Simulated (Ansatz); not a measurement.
## Al: band-structure calculation

The run: band-structure calculation of Al (Im-3m, 1 atom in the cell). Method and program: DFT r2SCAN, scalar-relativistic, plane waves, PAW, no spin polarisation (Ansatz 0.2.0).

The structure derives from a Materials Project entry. Figures and captions count atoms from 1; the log counts them from 0 in places.

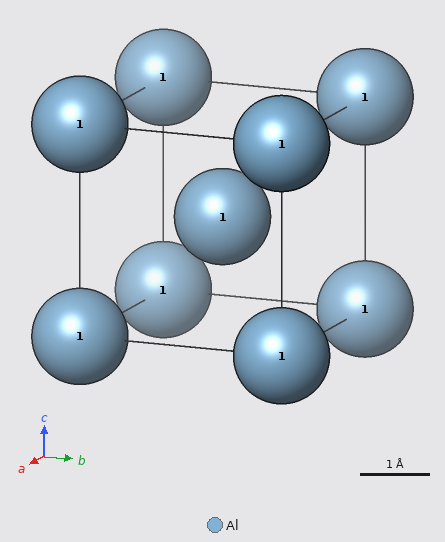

The input geometry (spheres-only view of the cell 2 times as large as that of the calculation, set on its symmetry axes, seen slightly off an axis; atoms are numbered from 1 in the order of the input).

### The input
```yaml
crystal:
  lattice:
    - [-1.5943685756, 1.5943685756, 1.5943685756]
    - [1.5943685756, -1.5943685756, 1.5943685756]
    - [1.5943685756, 1.5943685756, -1.5943685756]
  atoms:
    - { symbol: Al, position: [0.0, 0.0, 0.0] }
basis:
  ecutwfc: 500
kpoints:
  mp_grid: { grid: [18, 18, 18] }
  band_path:
    path:
      - [[0.0, 0.0, 0.0], [0.5, -0.5, 0.5], [0.0, 0.0, 0.5], [0.0, 0.0, 0.0], [0.25, 0.25, 0.25], [0.5, -0.5, 0.5]]
      - [[0.25, 0.25, 0.25], [0.0, 0.0, 0.5]]
    npoints: 14
hamiltonian:
  xc: r2scan
scf:
  occupations: { method: gaussian, width: 0.1 }
  n_extra_bands: 6
output:
  forces: true
  stress: true
  eigenvalues: true
  populations: true
  dos: { projected: true, de: 0.02, nscf_kmesh: { grid: [27, 27, 27] } }
  bader: true
  write_density: true
  write_potential: true
  elf: true
  volumetric_format: npy
```

Run as:
```bash
ansatz run input.yaml --threads 1 --pin off --max-ram 2560MiB --backend cpu --events-out ev --progress --plain --runs-dir out
```

### Output
```
scf.n_extra_bands = 6 over 2 filled bands (N_el = 3.0): the run solves 8 bands
Engine: ansatz 0.2.0, x86_64-unknown-linux-gnu
Pseudopotentials: kind: paw
Pseudopotential: Al, paw, valence charge 3, recommended cutoff 500 eV (meta_gga), Al.paw.azcp
Functional definition: r2SCAN
  parameter k0 = 0.174
  parameter k1 = 0.065
  parameter a1 = 4.9479
  exchange = r2scan_x(k0 = k0, k1 = k1, a1 = a1)
  correlation = r2scan_c
Crystal: 1 atoms, lattice volume = 16.212 Å³
Basis set: ecut = 500 eV, 381 PW (Γ), exchange–correlation on 96×96×96 points (64 copies of the dense FFT grid, shifted against one another)
Bands: 8, of which v1, the nominal top of the filled ones, is band 2 counted from 1 (1 counted from 0)
Symmetry: 48 space group operations
Space group: Im-3m (ITA 229), of the structure as read, at distance tolerance 2.5e-5 Å
k-points: 195 of 5832
Non-local potential: Al, projectors of the file, l = 0: 2, l = 1: 2, l = 2: 1
PAW form: soft (Blöchl's): semilocal exchange-correlation on the pseudo side does not see the compensation charge
PAW frozen core: Al, regenerated for the run's functional (the file was generated under x = pbe(κ = 0.804, μ = 0.2195149727645171), c = pbe(β = 0.06672455060314922))
PAW one-centre angular grid: Al, 302 points (default); XC on 160 Gauss nodes
Initial density: superposition of atomic densities (neutral atoms: chi_scale 0, normalization atom), corrected by the library's trained network
Initial wavefunctions: pseudopotential atomic-orbital guess
Functional: x = r2scan, c = r2scan; τ floored in thin density (d = 2e-4 eV/Å³)
SCF iter   1: F=—  HF=-540.292782 eV  |F-HF|=—  |Δ(HF+E_count)|=         —  Δρ=4.05e-3  dr2=2.97e-3  dr2_τ=4.25e-3  ethr=1.77e-3  ⟨swp⟩=4.6  Hψ=11953  notcnv=0  defer=2
preconditioner: auto → none  [metal: Δε(μ)=0.021 eV  Ē_g=17.579 eV  σ=0.100 eV  W_gap=0.12  n_scr=0 (ndim 8)  ℏωp=16.0 eV  f_vac=0.000  D(μ)=0.46/eV (n_scr^D=0)]
SCF iter   2: F=—  HF=-540.299380 eV  |F-HF|=—  |Δ(HF+E_count)|=   6.60e-3  Δρ=2.80e-3  dr2=1.39e-3  dr2_τ=2.78e-6  ethr=9.91e-5  ⟨swp⟩=3.0  Hψ=4123  notcnv=0  defer=314
SCF iter   3: F=—  HF=-540.299155 eV  |F-HF|=—  |Δ(HF+E_count)|=   2.25e-4  Δρ=1.54e-3  dr2=4.02e-4  dr2_τ=5.44e-7  ethr=4.65e-5  ⟨swp⟩=1.0  Hψ=1243  notcnv=0  defer=314
SCF iter   4: F=—  HF=-540.299101 eV  |F-HF|=—  |Δ(HF+E_count)|=   5.44e-5  Δρ=5.55e-4  dr2=5.16e-5  dr2_τ=3.96e-8  ethr=1.34e-5  ⟨swp⟩=1.0  Hψ=1243  notcnv=0  defer=314
SCF iter   5: F=—  HF=-540.299095 eV  |F-HF|=—  |Δ(HF+E_count)|=   5.92e-6  Δρ=1.15e-4  dr2=2.19e-6  dr2_τ=1.48e-9  ethr=1.72e-6  ⟨swp⟩=1.0  Hψ=1243  notcnv=0  defer=314
SCF iter   6: F=-540.299095 eV  HF=-540.299095 eV  |F-HF|=2.17e-9  |Δ(HF+E_count)|=   1.76e-7  Δρ=1.34e-5  dr2=2.91e-8  dr2_τ=2.20e-11  ethr=3.33e-9  ⟨swp⟩=8.6  Hψ=7906  notcnv=0
SCF 1 converged in 6 iterations: F = -540.299095 eV  dr2 = 2.91e-8
  greatest PAW one-centre occupation: 0.450 electrons in one spin orbital (limit 2), on the Al atom at site 0 (counted from 0), in its partial waves of l = 0
```

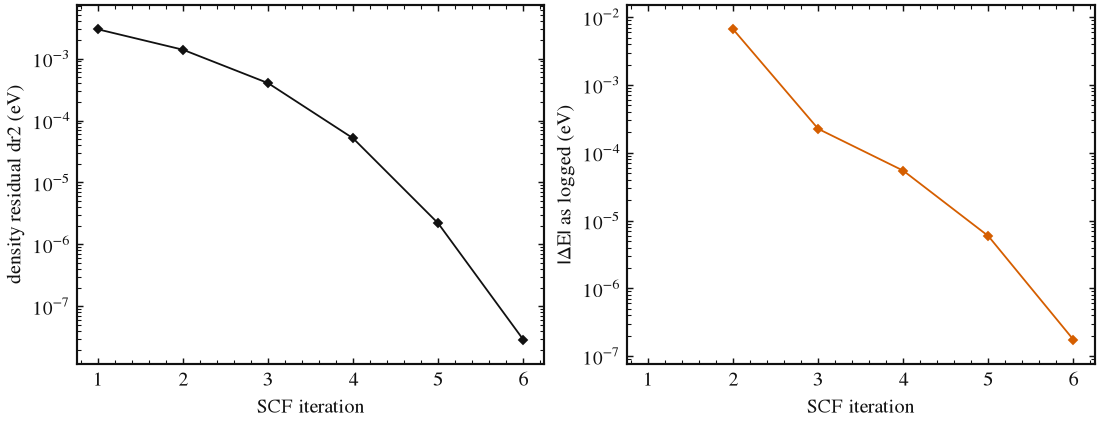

Convergence of the self-consistent field: density residual dr2 and size of the energy change against the SCF iteration. The residual falls at every step.

```
NSCF: frozen V_eff on 86 k-points
NSCF: frozen V_eff on 560 k-points
SCF converged after 6 iterations
Free energy (F): -540.299095 eV
Harris-Foulkes:  -540.299095 eV  (|F-HF|=2.17e-9)
Internal energy: -540.296754 eV  (E = F + TS)
E sigma→0 (E₀):  -540.297924 eV
Entropy (-TS):   -0.002341 eV (-2.341 meV/atom)
Fermi energy:    8.201537 eV
--- Per-component energies (eV) ---
  E_band       = 10.255179
  E_kinetic    = 23.162252
  E_local      = 10.601807  (includes V_loc(G=0)·N_el)
  E_nonlocal   = 9.726619
  E_hartree    = 0.082446
  E_xc         = -36.772931
  E_vxc        = -31.251725  (∫ρ·V_xc dr)
  E_paw        = -473.083887  (= ΣΔE_a)
  E_vpaw       = -3.391256  (= ΣTr[D̂ρ^β])
  E_aug_tail   = -0.000001  (compensation charges beyond the density's cutoff)
  E_vtau       = 1.242576  (kinetic-family band-sum trace: ∫τ·v_τ [+ j·A + Jᵃ·Aᵃ] dr)
  E_ewald      = -73.952951
  E_core_change = -0.060108  (= ΣΔE_core)
  E_smearing   = -0.002341  (= −TS)
  E_closure    = -0.000000  (closes the sum)
  Σ components = -540.299095   (vs F -540.299095, Δ=0.00e0)
--- Forces (eV/Å), atoms counted from 1 ---
  atom   1  Al     0.00000000     0.00000000     0.00000000
  max |Σ_I F_I| component: 2.18e-33 eV/Å
--- Stress (GPa, compression-positive) ---
       -0.018487      -0.000000       0.000000
       -0.000000      -0.018487       0.000000
       -0.000000       0.000000      -0.018487
  P = ⅓ Tr σ = -0.0185 GPa (-0.185 kbar)
--- Band table (eV; the first three rows and the last of 195) ---
  k-point 0: bands = ["-3.8130", "22.2664", "22.2664", "22.2664", "24.3844", "24.3844", "24.3844", "25.5062"]
  k-point 1: bands = ["-3.7175", "21.1420", "21.6708", "21.8655", "23.8356", "24.6362", "24.7943", "25.1332"]
  k-point 2: bands = ["-3.4313", "18.8861", "20.6964", "20.9816", "22.8472", "23.8207", "25.3086", "25.9294"]
  k-point 194: bands = ["10.2089", "10.2089", "10.2089", "11.1107", "11.1107", "14.8784", "34.8432", "34.8432"]
--- Löwdin populations: 1 site ---
  site symbol       q [e]
     0     Al      2.9440
  spilling = 0.018664 (of n_electrons = 3.000000)
--- Bader charges: 1 site ---
  site symbol  charge [e]  shift [e]
     0     Al      0.0000     0.0000
  estimated error of the sums over rays = 6.3e-8 e
```

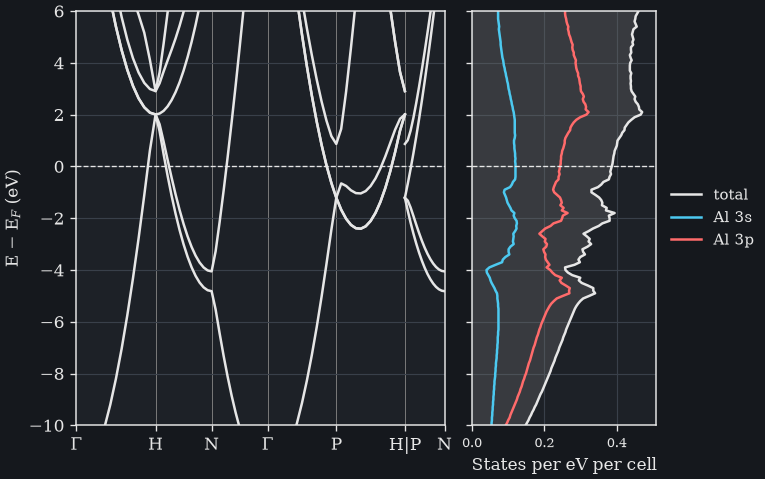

Band structure along Γ–H–N–Γ–P–H|P–N and density of states (projected on Löwdin-orthogonalised atomic shells), with energies from the Fermi level. Bands cross the Fermi level: a metal at this level of theory.

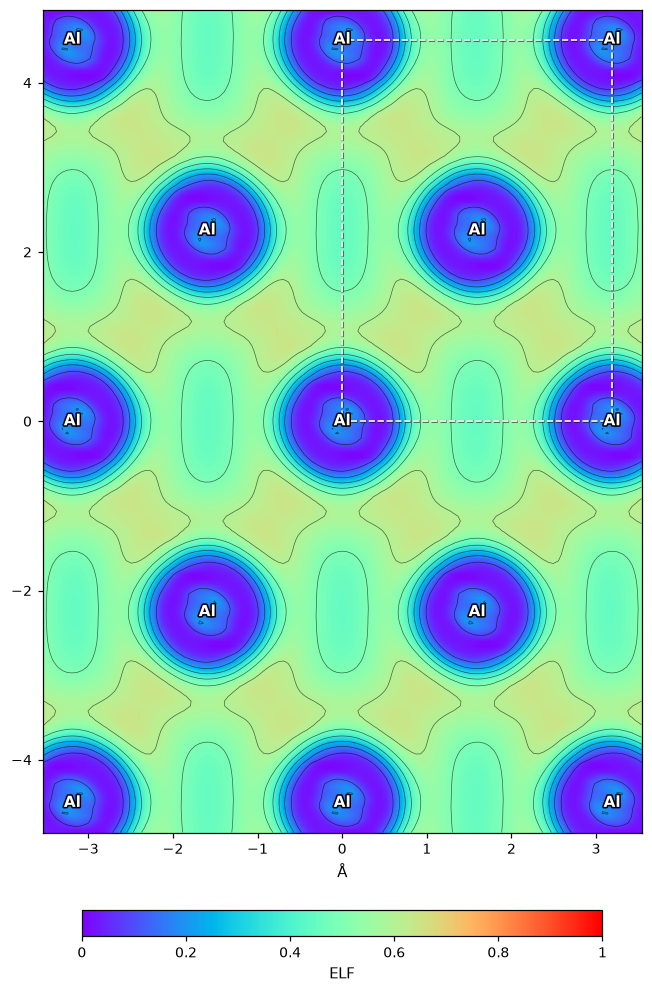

Electron localisation function on the (011̄) plane of the conventional cell. Al–Al (2.76 Å): the ELF peaks at about 0.65 between the atoms. The fields are those of the smooth PAW valence density.

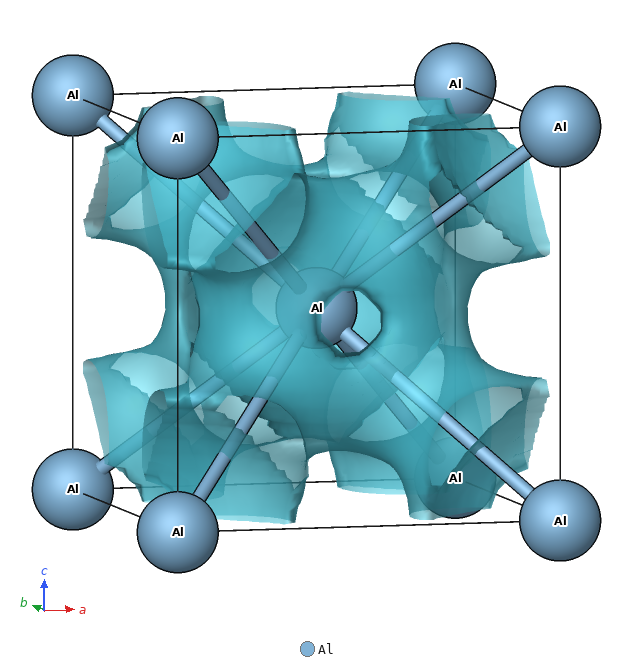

Isosurface of the ELF at 0.55 (cyan), seen slightly off an axis. Core shells and regions of very low density are left out. Sticks mark near contacts. The outline is the cell set on symmetry axes. Values along the shortest contacts: Al–Al (2.76 Å): the ELF peaks at about 0.65 between the atoms.

### Results in brief

| quantity | value |
| --- | --- |
| outcome | converged |
| space group (tolerance 0.01 Å) | Im-3m (229) |
| electrons treated | 3 |
| free energy | −540.2991 eV |
| Fermi energy | 8.202 eV |
| gap on the k-point mesh | none (metallic) |
| pressure | −0.02 GPa |
| largest force (length of the vector) | under 0.001 eV/Å |
| hardware | 1 thread of Intel Xeon (Sapphire Rapids), 192 GiB of memory available, shared host |
| wall time | 17 s |
| peak memory | 0.38 GiB |
